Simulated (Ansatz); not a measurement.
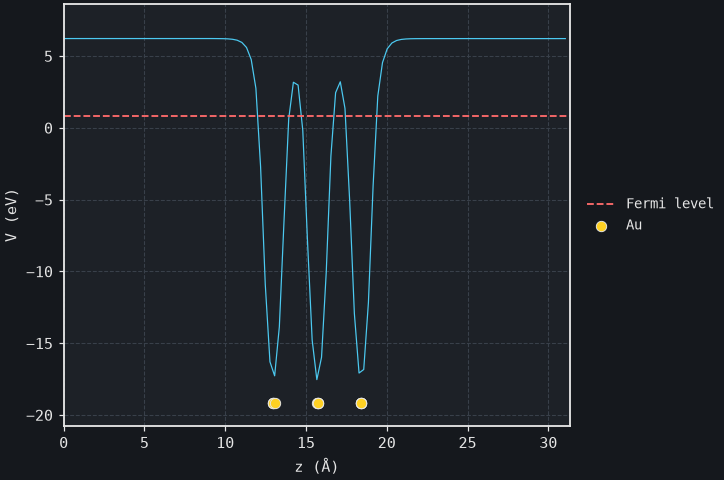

Plane-averaged electrostatic potential energy of an electron across the slab; circles at the bottom mark the heights of the atoms.

System: Au (slab), 12 atoms in the cell.

```xyz
12
Lattice="5.5745 0.0000 0.0000 -2.7872 4.8276 0.0000 0.0000 0.0000 31.3428" Properties=species:S:1:pos:R:3 pbc="T T T"
Au    2.2766    0.8466   18.4649
Au   -0.5094    0.8214   18.4665
Au    0.8645    3.2487   18.4602
Au   -1.9080    3.2468   18.5720
Au    0.8081    1.6797   21.2006
Au    3.5961    1.6798   21.2382
Au   -0.5859    4.0941   21.2357
Au    2.2015    4.0924   21.2263
Au   -0.6149    2.5012   23.9330
Au    2.1697    2.5014   23.9290
Au    0.7772    0.0894   23.9285
Au    3.5648    0.0879   23.9234
```

Ansatz; DFT PBE, scalar-relativistic, plane waves, PAW, no spin polarisation, 9×9×1 k mesh, 420 eV cutoff.

**Read off the work function of each face.**

The work function is 5.39 eV, the same on both faces. The two vacuum levels agree, so the slab has no net dipole along its normal.

**How thick are slab and vacuum?**

The outermost atoms are 5.5 Å apart, which leaves 25.9 Å of vacuum in a cell 31.3 Å high.

Spin-orbit coupling is left out, which matters for Au.
